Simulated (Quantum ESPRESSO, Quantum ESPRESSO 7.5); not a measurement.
**F on fcc sites of Co(0001): a series in the coverage**

Wanted: a table for F on fcc sites of Co(0001) against the coverage, and what can be fitted to it.

Calculated with Quantum ESPRESSO 7.5; plane-wave DFT, PBE, GBRV ultrasoft pseudopotentials.

**1. Set-up**

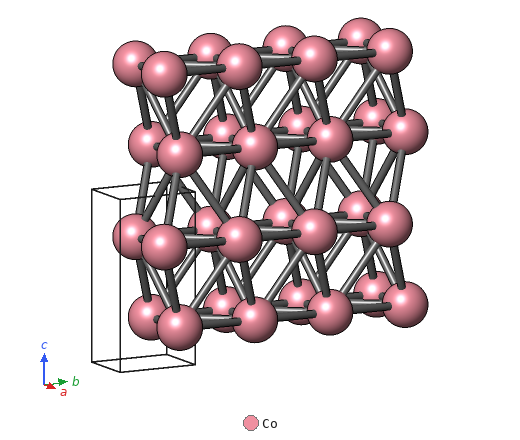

Start, viewed from the side, with the c axis up; cobalt pink. 2×4×2 cells are drawn.

Structure file:

```cif
data_structure
_symmetry_space_group_name_H-M 'P6_3/mmc'
_symmetry_Int_Tables_number 194
_cell_length_a 2.5100
_cell_length_b 2.5100
_cell_length_c 4.0712
_cell_angle_alpha 90.000
_cell_angle_beta 90.000
_cell_angle_gamma 120.000
_cell_volume 22.21
loop_
_atom_site_label
_atom_site_type_symbol
_atom_site_symmetry_multiplicity
_atom_site_Wyckoff_symbol
_atom_site_fract_x
_atom_site_fract_y
_atom_site_fract_z
_atom_site_occupancy
Co1 Co 2 c 0.33333 0.66667 0.25000 1
```

Set-up: Slabs of 3 layers, covered on the upper face; adsorbates and the top layer relax in a periodic cell, the rest is held (the clean slab relaxes both outer layers); a run under open boundaries (ESM, bc1) gives both vacuum levels. Cells of one to 6 surface sites carry the coverages, on meshes of like density; cold smearing of 0.02 Ry. The slabs take the lattice constants of the bulk relaxed by the same program.

Members 0.25, 0.3333, 0.5 and 0.6667 took the same steps and show in the table alone.

**2. Variable-cell relaxation of the reference**

The bulk crystal is relaxed in cell and atoms; the members are built on its lattice constants.

The input, ref.vc.in:

```
&control
  prefix = 'ref.vc'
  outdir = './out'
  pseudo_dir = './pseudo'
  nstep = 40
  forc_conv_thr = 0.0003
  calculation = 'vc-relax'
/
&system
  ibrav = 0
  nat = 2
  ntyp = 1
  ecutwfc = 50
  ecutrho = 250
  occupations = 'smearing'
  smearing = 'mv'
  degauss = 0.02
  nspin = 2
  starting_magnetization(1) = 0.28
/
&electrons
  conv_thr = 1e-09
  mixing_beta = 0.4
  electron_maxstep = 120
/
&ions
/
&cell
  press_conv_thr = 0.3
/
ATOMIC_SPECIES
  Co  58.9332  co_pbe_v1.2.uspp.F.UPF
CELL_PARAMETERS angstrom
  2.51000000000000 0.00000000000000 0.00000000000000
  -1.25500000000000 2.17372376349894 0.00000000000000
  0.00000000000000 0.00000000000000 4.07122000000000
ATOMIC_POSITIONS crystal
  Co  0.333333333333 0.666666666667 0.250000000000
  Co  0.666666666667 0.333333333333 0.750000000000
K_POINTS automatic
  19 19 10 0 0 0
```

Command:

```bash
$ OMP_NUM_THREADS=1 mpirun -n 8 pw.x -nk 8 -in ref.vc.in > ref.vc.out
```

Log:

```text
Program PWSCF v.7.5 starts
[citation notice left out]

     Parallel version (MPI & OpenMP), running on       8 processor cores
     Number of MPI processes:                 8
     Threads/MPI process:                     1

     MPI processes distributed on     1 nodes
[...]
Current dimensions of program PWSCF are:
     Max number of different atomic species (ntypx) = 10
     Max number of k-points (npk) =  40000
     Max angular momentum in pseudopotentials (lmaxx) =  4
     Message from routine setup:
     using ibrav=0 with symmetry is DISCOURAGED, use correct ibrav instead

     K-points division:     npool     =       8
     Subspace diagonalization in iterative solution of the eigenvalue problem:
     a serial algorithm will be used

     G-vector sticks info
     --------------------
     sticks:   dense  smooth     PW     G-vecs:    dense   smooth      PW
     Sum         379     313     97                 9909     7199    1303

     Using Slab Decomposition

     bravais-lattice index     =            0
     lattice parameter (alat)  =       4.7432  a.u.
     unit-cell volume          =     149.8992 (a.u.)^3
     number of atoms/cell      =            2
     number of atomic types    =            1
     number of electrons       =        34.00
     number of Kohn-Sham states=           21
     kinetic-energy cutoff     =      50.0000  Ry
     charge density cutoff     =     250.0000  Ry
     scf convergence threshold =      1.0E-09
     mixing beta               =       0.4000
     number of iterations used =            8  plain     mixing
     energy convergence thresh.=      1.0E-04
     force convergence thresh. =      3.0E-04
     press convergence thresh. =      3.0E-01
     Exchange-correlation= SLA  PW   PBE  PBE
                           (   1   4   3   4   0   0   0)
     nstep                     =           40

     celldm(1)=   4.743213  celldm(2)=   0.000000  celldm(3)=   0.000000
     celldm(4)=   0.000000  celldm(5)=   0.000000  celldm(6)=   0.000000

     crystal axes: (cart. coord. in units of alat)
               a(1) = (   1.000000   0.000000   0.000000 )
               a(2) = (  -0.500000   0.866025   0.000000 )
               a(3) = (   0.000000   0.000000   1.622000 )

     reciprocal axes: (cart. coord. in units 2 pi/alat)
               b(1) = (  1.000000  0.577350 -0.000000 )
               b(2) = (  0.000000  1.154701  0.000000 )
               b(3) = (  0.000000 -0.000000  0.616523 )

     PseudoPot. # 1 for Co read from file:
     ./pseudo/co_pbe_v1.2.uspp.F.UPF
     Pseudo is Ultrasoft + core correction, Zval = 17.0
     Generated by new atomic code, or converted to UPF format
     Using radial grid of  863 points,  6 beta functions with:
                l(1) =   0
                l(2) =   0
                l(3) =   1
                l(4) =   1
                l(5) =   2
                l(6) =   2
     Q(r) pseudized with  8 coefficients,  rinner =    1.200   1.200   1.200
                                                       1.200   1.200

     atomic species   valence    mass     pseudopotential
     Co               17.00    58.93320     Co( 1.00)

     Starting magnetic structure
     atomic species   magnetization
     Co              0.280

     24 Sym. Ops., with inversion, found (12 have fractional translation)

   Cartesian axes

     site n.     atom                  positions (alat units)
         1        Co     tau(   1) = (  -0.0000000   0.5773503   0.4055000  )
         2        Co     tau(   2) = (   0.5000000   0.2886751   1.2165000  )

     number of k points=   240  Marzari-Vanderbilt smearing, width (Ry)=  0.0200

     Number of k-points >= 100: set verbosity='high' to print them.

     Dense  grid:     9909 G-vectors     FFT dimensions: (  24,  24,  40)

     Smooth grid:     7199 G-vectors     FFT dimensions: (  24,  24,  36)

     Estimated max dynamical RAM per process >      34.07 MB

     Estimated total dynamical RAM >     238.67 MB

     Check: negative core charge=   -0.000042
     Generating pointlists ...
     new r_m :   0.4107 (alat units)  1.9478 (a.u.) for type    1

     Initial potential from superposition of free atoms

     starting charge      32.0000, renormalised to      34.0000
     Starting wfcs are   26 randomized atomic wfcs

     total cpu time spent up to now is        1.1 secs

     per-process dynamical memory:    32.9 Mb

     Self-consistent Calculation

     iteration #  1     ecut=    50.00 Ry     beta= 0.40
     Davidson diagonalization with overlap
     ethr =  1.00E-02,  avg # of iterations =  2.5

     total cpu time spent up to now is        3.2 secs

     total energy              =    -592.67107881 Ry
     estimated scf accuracy    <      13.89370018 Ry

     total magnetization       =     4.24 Bohr mag/cell
     absolute magnetization    =     4.40 Bohr mag/cell

     iteration #  2     ecut=    50.00 Ry     beta= 0.40
[...]
total energy              =    -596.13312043 Ry
     estimated scf accuracy    <       4.47456647 Ry

     total magnetization       =     3.06 Bohr mag/cell
     absolute magnetization    =     3.42 Bohr mag/cell

     iteration #  3     ecut=    50.00 Ry     beta= 0.40
[...]
total energy              =    -596.95369739 Ry
     estimated scf accuracy    <       0.10179322 Ry

     total magnetization       =     3.97 Bohr mag/cell
     absolute magnetization    =     4.35 Bohr mag/cell

     iteration #  4     ecut=    50.00 Ry     beta= 0.40
[...]
total energy              =    -596.97588065 Ry
     estimated scf accuracy    <       0.02699709 Ry

     total magnetization       =     3.54 Bohr mag/cell
     absolute magnetization    =     3.99 Bohr mag/cell

     iteration #  5     ecut=    50.00 Ry     beta= 0.40
[...]
total energy              =    -596.97744580 Ry
     estimated scf accuracy    <       0.00852286 Ry

     total magnetization       =     3.43 Bohr mag/cell
     absolute magnetization    =     3.88 Bohr mag/cell

     iteration #  6     ecut=    50.00 Ry     beta= 0.40
[...]
total energy              =    -596.97890388 Ry
     estimated scf accuracy    <       0.00050991 Ry

     total magnetization       =     3.36 Bohr mag/cell
     absolute magnetization    =     3.76 Bohr mag/cell

[...]
number of scf cycles    =   2
     number of bfgs steps    =   1

     enthalpy           old  =    -596.9790740855 Ry
     enthalpy           new  =    -596.9797389598 Ry

     CASE: enthalpy          _new < enthalpy          _old

     new trust radius        =       0.0015173953 bohr
     new conv_thr            =            1.0E-11 Ry

     new unit-cell volume =    146.16044 a.u.^3 (    21.65874 Ang^3 )
     density =      9.03662 g/cm^3

CELL_PARAMETERS (angstrom)
   2.490083731  -0.000000000  -0.000000000
  -1.245041866   2.156475769  -0.000000000
  -0.000000000  -0.000000000   4.033431701

ATOMIC_POSITIONS (crystal)
Co               0.3333333333        0.6666666667        0.2500000000
Co               0.6666666667        0.3333333333        0.7500000000

[...]
NEW-OLD atomic charge density approx. for the potential
     New effective cutoffs (rho, wfc):  252.44   50.94

     Check: negative core charge=   -0.000046
     Generating pointlists ...

     total cpu time spent up to now is       38.9 secs

     per-process dynamical memory:    38.2 Mb

     Self-consistent Calculation

     iteration #  1     ecut=    50.00 Ry     beta= 0.40
     Davidson diagonalization with overlap
     ethr =  1.00E-06,  avg # of iterations =  2.0

     Threshold (ethr) on eigenvalues was too large:
     Diagonalizing with lowered threshold

     Davidson diagonalization with overlap
     ethr =  6.44E-10,  avg # of iterations =  4.1

     total cpu time spent up to now is       43.1 secs

     total energy              =    -596.97974240 Ry
     estimated scf accuracy    <       0.00000036 Ry

     total magnetization       =     3.29 Bohr mag/cell
     absolute magnetization    =     3.66 Bohr mag/cell

[...]
iteration #  7     ecut=    50.00 Ry     beta= 0.40
[...]
Magnetic moment per site  (integrated on atomic sphere of radius R)
     atom   1 (R=0.411)  charge= 15.6440  magn=  1.7281
     atom   2 (R=0.411)  charge= 15.6440  magn=  1.7281

[...]
End of self-consistent calculation

     Number of k-points >= 100: set verbosity='high' to print the bands.

     the Fermi energy is    18.5238 ev

!    total energy              =    -596.97974252 Ry
     estimated scf accuracy    <          2.1E-12 Ry
     smearing contrib. (-TS)   =       0.00106580 Ry
     internal energy E=F+TS    =    -596.98080832 Ry

     The total energy is F=E-TS. E is the sum of the following terms:
     one-electron contribution =    -308.73711140 Ry
     hartree contribution      =     176.40572775 Ry
     xc contribution           =     -65.36897093 Ry
     ewald contribution        =    -399.28045374 Ry

     total magnetization       =     3.29 Bohr mag/cell
     absolute magnetization    =     3.66 Bohr mag/cell

     convergence has been achieved in   7 iterations

     Forces acting on atoms (cartesian axes, Ry/au):

     atom    1 type  1   force =     0.00000000    0.00000000    0.00000000
     atom    2 type  1   force =    -0.00000000   -0.00000000   -0.00000000

     Total force =     0.000000     Total SCF correction =     0.000000

     Computing stress (Cartesian axis) and pressure

          total   stress  (Ry/bohr**3)                   (kbar)     P=        0.49
   0.00000746   0.00000000   0.00000000            1.10        0.00        0.00
   0.00000000   0.00000746   0.00000000            0.00        1.10        0.00
   0.00000000   0.00000000  -0.00000501            0.00        0.00       -0.74

     Energy error            =      3.6E-06 Ry
     Gradient error          =      5.0E-27 Ry/Bohr
     Cell gradient error     =      1.1E+00 kbar

     number of scf cycles    =   3
     number of bfgs steps    =   2

     enthalpy           old  =    -596.9797389598 Ry
     enthalpy           new  =    -596.9797425228 Ry

     CASE: enthalpy          _new < enthalpy          _old

     new trust radius        =       0.0006410472 bohr
     new conv_thr            =            1.0E-11 Ry

     new unit-cell volume =    146.21189 a.u.^3 (    21.66637 Ang^3 )
     density =      9.03344 g/cm^3

CELL_PARAMETERS (angstrom)
   2.490743906  -0.000000000  -0.000000000
  -1.245371953   2.157047497  -0.000000000
  -0.000000000  -0.000000000   4.032712870

ATOMIC_POSITIONS (crystal)
Co               0.3333333333        0.6666666667        0.2500000000
Co               0.6666666667        0.3333333333        0.7500000000

[...]
NEW-OLD atomic charge density approx. for the potential
     New effective cutoffs (rho, wfc):  252.53   50.95

     Check: negative core charge=   -0.000046
     Generating pointlists ...

     total cpu time spent up to now is       54.0 secs

     per-process dynamical memory:    38.2 Mb

[...]
!    total energy              =    -596.97974290 Ry
[...]
Total force =     0.000000     Total SCF correction =     0.000000
[...]
number of bfgs steps    =   3
[...]
new trust radius        =       0.0002650658 bohr
[...]
!    total energy              =    -596.97974293 Ry
[...]
Total force =     0.000000     Total SCF correction =     0.000000
[...]
Self-consistent Calculation

     iteration #  1     ecut=    50.00 Ry     beta= 0.40
     Davidson diagonalization with overlap
     ethr =  1.00E-06,  avg # of iterations = 11.3

     total cpu time spent up to now is       88.1 secs

     total energy              =    -592.09809082 Ry
     estimated scf accuracy    <      14.60315499 Ry

     total magnetization       =     2.02 Bohr mag/cell
     absolute magnetization    =     2.06 Bohr mag/cell

[...]
iteration # 15     ecut=    50.00 Ry     beta= 0.40
[...]
Magnetic moment per site  (integrated on atomic sphere of radius R)
     atom   1 (R=0.411)  charge= 15.6436  magn=  1.7282
     atom   2 (R=0.411)  charge= 15.6436  magn=  1.7282

[...]
End of self-consistent calculation

     Number of k-points >= 100: set verbosity='high' to print the bands.

     the Fermi energy is    18.5182 ev

!    total energy              =    -596.97956458 Ry
     estimated scf accuracy    <          9.2E-12 Ry
     smearing contrib. (-TS)   =       0.00107171 Ry
     internal energy E=F+TS    =    -596.98063629 Ry

     The total energy is F=E-TS. E is the sum of the following terms:
     one-electron contribution =    -308.79146899 Ry
     hartree contribution      =     176.42661106 Ry
     xc contribution           =     -65.36868012 Ry
     ewald contribution        =    -399.24709824 Ry

     total magnetization       =     3.29 Bohr mag/cell
     absolute magnetization    =     3.66 Bohr mag/cell

     convergence has been achieved in  15 iterations

     Forces acting on atoms (cartesian axes, Ry/au):

     atom    1 type  1   force =    -0.00000000   -0.00000000   -0.00000000
     atom    2 type  1   force =     0.00000000    0.00000000    0.00000000

     Total force =     0.000000     Total SCF correction =     0.000000

     Computing stress (Cartesian axis) and pressure

          total   stress  (Ry/bohr**3)                   (kbar)     P=       -0.83
  -0.00000518   0.00000000  -0.00000000           -0.76        0.00       -0.00
   0.00000000  -0.00000518  -0.00000000            0.00       -0.76       -0.00
   0.00000000   0.00000000  -0.00000656            0.00        0.00       -0.96

[...]
=------------------------------------------------------------------------------=
   JOB DONE.
=------------------------------------------------------------------------------=
[...]
```

Wall time 1.9 min (8 MPI ranks of Arm Neoverse V1, shared host); peak memory 0.57 GiB.

Relaxation path:

| step | energy less that of the first step (eV) | largest force (eV/Å) | volume (Å³) |
| --- | --- | --- | --- |
| 1 | 0.0000 | 0.0000 | 22.21 |
| 2 | -0.0090 | 0.0000 | 21.63 |
| 3 | -0.0091 | 0.0000 | 21.66 |
| 4 | -0.0091 | 0.0000 | 21.67 |
| 5 | -0.0091 | 0.0000 | 21.66 |
| 6 | -0.0067 | 0.0000 | 21.66 |

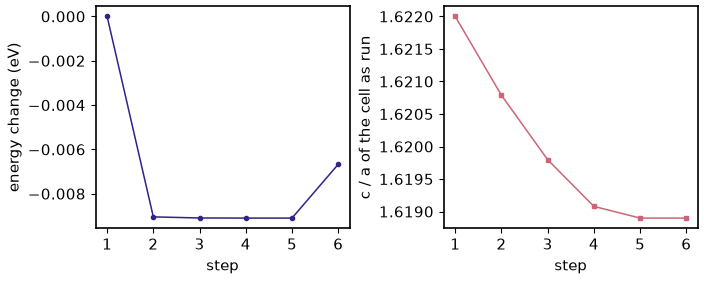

Energy and cell shape along the relaxation.

| conventional cell, symmetrised | before | after | change |
| --- | --- | --- | --- |
| a (Å) | 2.510 | 2.491 | -0.8 % |
| b (Å) | 2.510 | 2.491 | -0.8 % |
| c (Å) | 4.071 | 4.032 | -1.0 % |
| volume (Å³/atom) | 11.11 | 10.83 | -2.5 % |

Final coordinates:

```xyz
2
Lattice="2.4907 0.0000 0.0000 -1.2454 2.1571 0.0000 0.0000 0.0000 4.0323" Properties=species:S:1:pos:R:3 pbc="T T T"
Co    0.0000    1.4380    1.0081
Co    1.2454    0.7190    3.0242
```

 The last row is no step: it is a fresh SCF in the final cell with a new plane-wave basis, +2 meV from the row before.

Read from the output:

```
free energy     : -8122.3208 eV
Fermi energy    : 18.52 eV
total moment    : 3.29 μB
absolute moment : 3.66 μB
site moments    : 1.728, 1.728 μB
```

(Part 1 of 10 ends here.)

[Logs are printed without paths, hosts, clocks, repeated set-up lines and the standing remarks that a program may print on its own settings, such as how far it seeks lower states.]

[Hosts, paths, dates, database ids (printed as entryN), source tags and the programs' standing remarks are cut or masked in the printed files.]

[Maps of the electrostatic potential energy from Ansatz leave out the sawtooth potential of an applied field or a dipole correction, so their vacuum need not be flat; planar profiles and work functions include it.]
